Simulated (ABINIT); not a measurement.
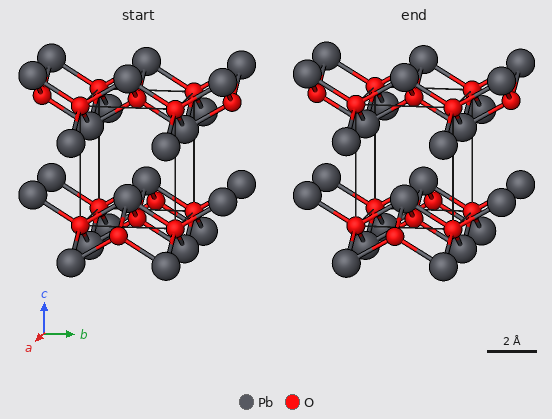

The structure of a crystal of PbO (set up in P4/nmm) before (left) and after (right) a relaxation, at one scale.

Style: ball-and-stick. Shown: the cell of the calculation, slightly off an axis.

The run lets cell and atoms move.

These are results of ABINIT 10.8.3, Kohn-Sham DFT of a periodic cell, PBE, spin-orbit coupling, JTH PAW PBE v2.0, not measurements.

The input:
```
# Pseudopotentials
pp_dirpath "./"
pseudos "Pb.GGA_PBE-JTH.xml, O.GGA_PBE-JTH.xml"

# Structure
acell 7.5400072373 7.5400072373 9.4675278844
rprim
     1.0000000000     0.0000000000     0.0000000000
     0.0000000000     1.0000000000     0.0000000000
     0.0000000000     0.0000000000     1.0000000000
ntypat 2
znucl 82 8
natom 4
typat 1 1 2 2
chkprim 0
chksymtnons 0
tolsym 1.0e-6
xred
            1/2            0.0   0.7600000000
            0.0            1/2   0.2400000000
            1/2            1/2            0.0
            0.0            0.0            0.0

# Plane-wave basis
ecut 625.861884 eV
pawecutdg 45.0
pawxcdev 0
ecutsm 0.5

# k points
kptopt 4
ngkpt 5 5 4
nshiftk 1
shiftk 0.0 0.0 0.0

# Exchange and correlation
ixc 11

# Bands and occupations
nband 48
occopt 3
tsmear 0.05 eV

# Spin
nspinor 2
nspden 1
pawspnorb 1

# SCF cycle
nstep 80
tolvrs 1.0e-10

# Output
iomode 3
prteig 0
prtebands 0
prtwf 0
prtden 0

# Relaxation
ionmov 2
optcell 2
ntime 50
tolmxf 2.0e-5
dilatmx 1.08
```

Command:
```bash
abinit run.abi > log 2>&1
```

**Describe what moved and what it gained.**

The run was cut off at its time limit before the relaxation converged, so the last structure is only a point on the way. The largest moves relative to the cell, 0.028 Å, are those of Pb atoms. O stays in place. The volume changes by +6.3 %, with a = b 3.990 → 4.078 Å (+2.2 %), c 5.010 → 5.096 Å (+1.7 %). Among the contacts that change: O–Pb 2.329 → 2.364 Å. The space group stays P4/nmm (No. 129). After 4 geometry steps the energy has fallen by 39.4 meV per cell of the calculation. The largest force component goes from 0.043 to 0.26 eV/Å. Pressure: 2.89 GPa at the start and −0.57 GPa at the end.

Limits of the set-up: layers or molecules are held without a dispersion correction, so their spacing is unreliable.
